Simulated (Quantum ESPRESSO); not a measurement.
Single-point calculation of AlN

- system: AlN (2 atoms in the cell)
- method: Kohn-Sham DFT of a periodic cell, r2SCAN, SG15 PBE 1.2, no spin polarisation (Quantum ESPRESSO 7.5)

The structure derives from a Materials Project entry. The volume is scaled by 0.96.

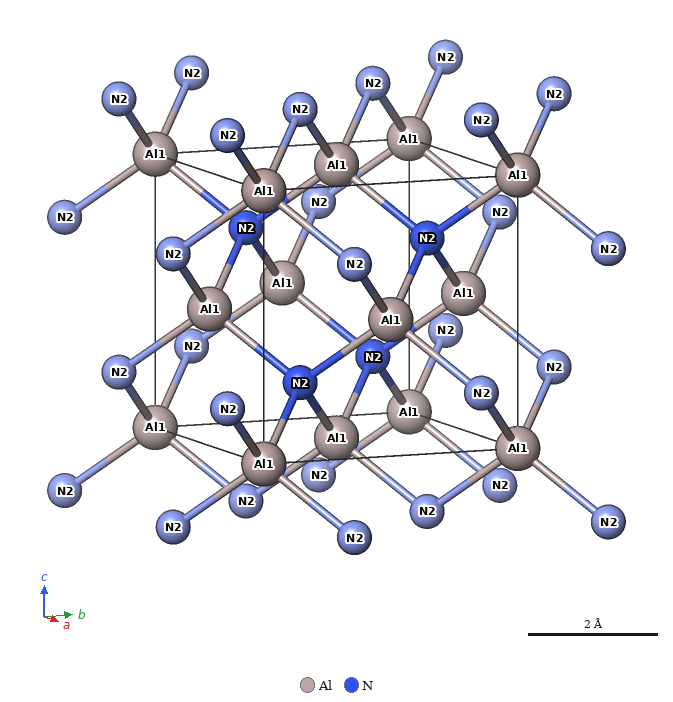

Fig. 1: The structure (ball-and-stick view of the cell 4 times as large as that of the calculation, set on its symmetry axes, seen slightly off an axis; neighbours outside the cell are drawn fainter; atoms are numbered from 1 in the order of the input). An atom can appear more than once, as a periodic image.

Results in brief:

| quantity | value |
| --- | --- |
| outcome | converged |
| space group (tolerance 0.01 Å) | F-43m (216) |
| electrons treated | 16 |
| free energy | −2158.0765 eV |
| Fermi energy | 11.461 eV |
| gap on the k-point mesh | 3.94 eV |
| pressure | 10.72 GPa |
| hardware | 2 threads of Intel Xeon (Sapphire Rapids), 16 GiB of memory available, shared host |
| wall time | 1.8 min (CPU time 3.7 min) |
| peak memory | 0.24 GiB |

Notes:

Further notes kept with the run: potentials made for another functional. Points of doubt noted for this run: potentials made for another functional. The cell is under a pressure of 10.7 GPa at this level, so it is not at its equilibrium volume.

The input:
```
&CONTROL
  calculation = 'scf'
  prefix = 'pwscf'
  outdir = './tmp'
  pseudo_dir = './pseudo'
  tstress = .true.
  disk_io = 'nowf'
/
&SYSTEM
  ibrav = 0
  nat = 2
  ntyp = 2
  ecutwfc = 88
  nbnd = 14
  input_dft = 'r2scan'
  occupations = 'smearing'
  smearing = 'fd'
  degauss = 0.00367493
  nosym = .true.
  nr1 = 36
  nr2 = 36
  nr3 = 36
/
&ELECTRONS
  conv_thr = 1d-08
  electron_maxstep = 120
  mixing_beta = 0.5
/
ATOMIC_SPECIES
Al    26.9815 Al_ONCV_PBE-1.2.upf
N     14.0070 N_ONCV_PBE-1.2.upf
CELL_PARAMETERS angstrom
   0.0000000000    2.1544765148    2.1544765148
   2.1544765148    0.0000000000    2.1544765148
   2.1544765148    2.1544765148    0.0000000000
ATOMIC_POSITIONS crystal
Al     0.0000000000    0.0000000000    0.0000000000
N      0.2500000000    0.2500000000    0.2500000000
K_POINTS automatic
8 8 8 0 0 0
```

Run as:
```bash
OMP_NUM_THREADS=1 mpirun -n 2 pw.x -nk 2 -in pw.in > pw.out
```

The program's output:
```
This program is part of the open-source Quantum ESPRESSO suite
     for quantum simulation of materials; please cite
         "P. Giannozzi et al., J. Phys.:Condens. Matter 21 395502 (2009);
         "P. Giannozzi et al., J. Phys.:Condens. Matter 29 465901 (2017);
         "P. Giannozzi et al., J. Chem. Phys. 152 154105 (2020);
          URL
     in publications or presentations arising from this work. More details at

     IMPORTANT: XC functional enforced from input :
     Exchange-correlation= R2SCAN
                           (   0   0   0   0   0 497 498)
     Any further DFT definition will be discarded
     Please, verify this is what you really want

     K-points division:     npool     =       2
     Subspace diagonalization in iterative solution of the eigenvalue problem:
     a serial algorithm will be used

     G-vector sticks info
     --------------------
     sticks:   dense  smooth     PW     G-vecs:    dense   smooth      PW
     Sum         805     805    253                15065    15065    2685

     Using Slab Decomposition

     bravais-lattice index     =            0
     lattice parameter (alat)  =       5.7578  a.u.
     unit-cell volume          =     134.9746 (a.u.)^3
     number of atoms/cell      =            2
     number of atomic types    =            2
     number of electrons       =        16.00
     number of Kohn-Sham states=           14
     kinetic-energy cutoff     =      88.0000  Ry
     charge density cutoff     =     352.0000  Ry
     scf convergence threshold =      1.0E-08
     mixing beta               =       0.5000
     number of iterations used =            8  plain     mixing
     Exchange-correlation= R2SCAN
                           (   0   0   0   0   0 497 498)

     celldm(1)=   5.757787  celldm(2)=   0.000000  celldm(3)=   0.000000
     celldm(4)=   0.000000  celldm(5)=   0.000000  celldm(6)=   0.000000

     crystal axes: (cart. coord. in units of alat)
               a(1) = (   0.000000   0.707107   0.707107 )
               a(2) = (   0.707107   0.000000   0.707107 )
               a(3) = (   0.707107   0.707107   0.000000 )

     reciprocal axes: (cart. coord. in units 2 pi/alat)
               b(1) = ( -0.707107  0.707107  0.707107 )
               b(2) = (  0.707107 -0.707107  0.707107 )
               b(3) = (  0.707107  0.707107 -0.707107 )

     PseudoPot. # 1 for Al read from file:
     Al_ONCV_PBE-1.2.upf
     Pseudo is Norm-conserving, Zval = 11.0
     Generated using ONCVPSP code by D. R. Hamann
     Using radial grid of  602 points,  4 beta functions with:
                l(1) =   0
                l(2) =   0
                l(3) =   1
                l(4) =   1

     PseudoPot. # 2 for N  read from file:
     N_ONCV_PBE-1.2.upf
     Pseudo is Norm-conserving, Zval =  5.0
     Generated using ONCVPSP code by D. R. Hamann
     Using radial grid of  602 points,  4 beta functions with:
                l(1) =   0
                l(2) =   0
                l(3) =   1
                l(4) =   1

     atomic species   valence    mass     pseudopotential
     Al               11.00    26.98150     Al( 1.00)
     N                 5.00    14.00700     N ( 1.00)

     No symmetry found

   Cartesian axes

     site n.     atom                  positions (alat units)
         1        Al     tau(   1) = (   0.0000000   0.0000000   0.0000000  )
         2        N      tau(   2) = (   0.3535534   0.3535534   0.3535534  )

     number of k points=   260  Fermi-Dirac smearing, width (Ry)=  0.0037

     Number of k-points >= 100: set verbosity='high' to print them.

     Dense  grid:    15065 G-vectors     FFT dimensions: (  36,  36,  36)

     WARNING: libxc functional with ID  497 depends
      on external parameters: check the user_guide of
      QE if you need to modify them or to check their
      default values.

     WARNING: libxc functional with ID  498 depends
      on external parameters: check the user_guide of
      QE if you need to modify them or to check their
      default values.

     Initial potential from superposition of free atoms

     starting charge      15.9159, renormalised to      16.0000
     Starting wfcs are random

     Self-consistent Calculation

     iteration #  1     ecut=    88.00 Ry     beta= 0.50
     Davidson diagonalization with overlap
     ethr =  1.00E-02,  avg # of iterations =  8.3

     total energy              =    -158.45844495 Ry
     estimated scf accuracy    <      40.36859801 Ry

     iteration #  2     ecut=    88.00 Ry     beta= 0.50
     Davidson diagonalization with overlap
     ethr =  1.00E-02,  avg # of iterations =  1.0

     total energy              =    -158.60478484 Ry
     estimated scf accuracy    <       7.78210095 Ry

     iteration #  3     ecut=    88.00 Ry     beta= 0.50
     Davidson diagonalization with overlap
     ethr =  1.00E-02,  avg # of iterations =  1.0

     total energy              =    -158.61352487 Ry
     estimated scf accuracy    <       0.29493378 Ry

     iteration #  4     ecut=    88.00 Ry     beta= 0.50
     Davidson diagonalization with overlap
     ethr =  1.84E-03,  avg # of iterations =  1.0

     total energy              =    -158.61564247 Ry
     estimated scf accuracy    <       0.00129081 Ry

     iteration #  5     ecut=    88.00 Ry     beta= 0.50
     Davidson diagonalization with overlap
     ethr =  8.07E-06,  avg # of iterations =  3.8

     total energy              =    -158.61569280 Ry
     estimated scf accuracy    <       0.00005566 Ry

     iteration #  6     ecut=    88.00 Ry     beta= 0.50
     Davidson diagonalization with overlap
     ethr =  3.48E-07,  avg # of iterations =  2.1

     total energy              =    -158.61569648 Ry
     estimated scf accuracy    <       0.00002265 Ry

     iteration #  7     ecut=    88.00 Ry     beta= 0.50
     Davidson diagonalization with overlap
     ethr =  1.42E-07,  avg # of iterations =  1.0

     total energy              =    -158.61569679 Ry
     estimated scf accuracy    <       0.00000437 Ry

     iteration #  8     ecut=    88.00 Ry     beta= 0.50
     Davidson diagonalization with overlap
     ethr =  2.73E-08,  avg # of iterations =  1.0

     total energy              =    -158.61569681 Ry
     estimated scf accuracy    <       0.00000006 Ry

     iteration #  9     ecut=    88.00 Ry     beta= 0.50
     Davidson diagonalization with overlap
     ethr =  3.79E-10,  avg # of iterations =  1.0

     End of self-consistent calculation

     Number of k-points >= 100: set verbosity='high' to print the bands.

     the Fermi energy is    11.4614 ev

!    total energy              =    -158.61569681 Ry
     estimated scf accuracy    <          7.4E-09 Ry
     smearing contrib. (-TS)   =       0.00000000 Ry
     internal energy E=F+TS    =    -158.61569681 Ry

     The total energy is F=E-TS. E is the sum of the following terms:
     one-electron contribution =     -82.83846273 Ry
     hartree contribution      =      38.43491498 Ry
     xc contribution           =     -21.17188052 Ry
     ewald contribution        =     -93.04026854 Ry

     convergence has been achieved in   9 iterations

     Computing stress (Cartesian axis) and pressure

          total   stress  (Ry/bohr**3)                   (kbar)     P=      107.22
   0.00072886   0.00000000  -0.00000000          107.22        0.00       -0.00
   0.00000000   0.00072886  -0.00000000            0.00      107.22       -0.00
  -0.00000000  -0.00000000   0.00072886           -0.00       -0.00      107.22

=------------------------------------------------------------------------------=
   JOB DONE.
=------------------------------------------------------------------------------=
```

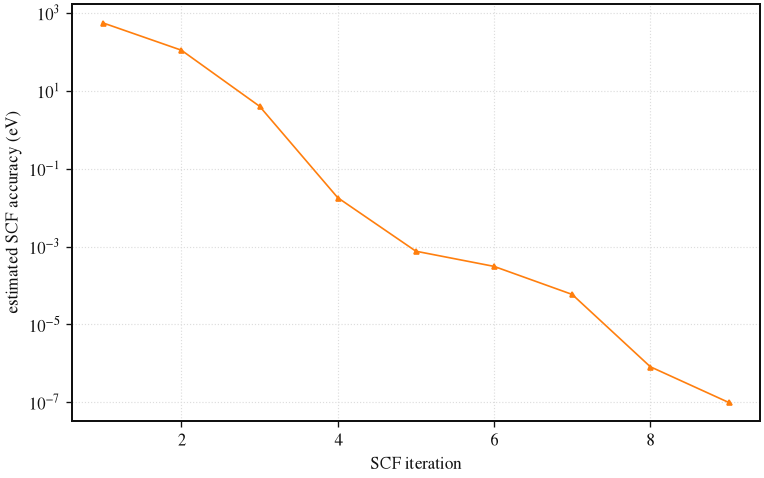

Fig. 2: Convergence of the self-consistent field: estimated SCF accuracy against the iteration. The field takes 9 iterations in all.
